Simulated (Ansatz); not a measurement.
Here is a crystal structure:

```
Mg
1.0
     3.18539    0.00000    0.00000
    -1.59269    2.75863    0.00000
     0.00000    0.00000   23.09963
Mg
9
Direct
  0.00000 0.00000 0.00000
  0.33333 0.66667 0.88860
  0.00000 0.00000 0.77806
  0.66667 0.33333 0.33333
  0.00000 0.00000 0.22194
  0.66667 0.33333 0.11140
  0.33333 0.66667 0.66667
  0.66667 0.33333 0.55527
  0.33333 0.66667 0.44473
```

> What does this file describe?

The element is magnesium. It takes space group R-3m (No. 166) on a rhombohedral (trigonal R) lattice. Type of structure: α-samarium (9R) type. The cell holds nine atoms. Each Mg has twelve Mg at 3.15 to 3.19 Å. The bonds build a three-dimensional framework.

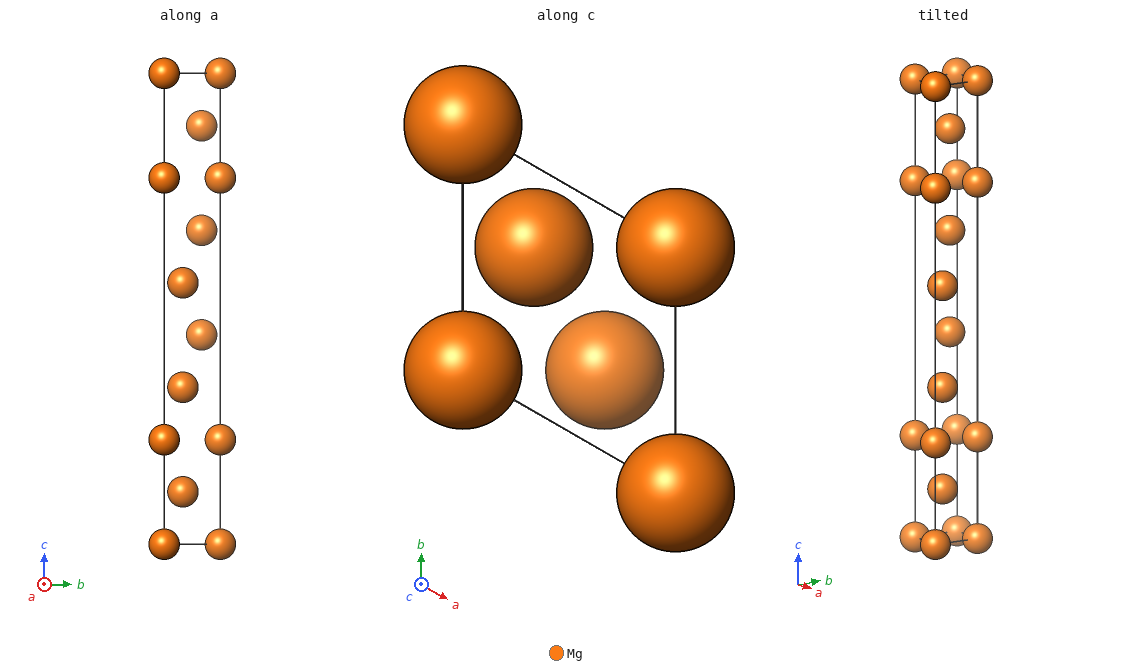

Shown here is a spheres-only view of the crystal, taken along the a axis, along the c axis and slightly off an axis. The conventional unit cell is outlined; an atom on or near a face, edge or corner is repeated at each equivalent position. Colours: magnesium orange.

The starting point was a structure listed in the Materials Project. Earlier steps of the study may have refined or changed the cell and positions. An electronic-structure calculation with Ansatz was run on it.
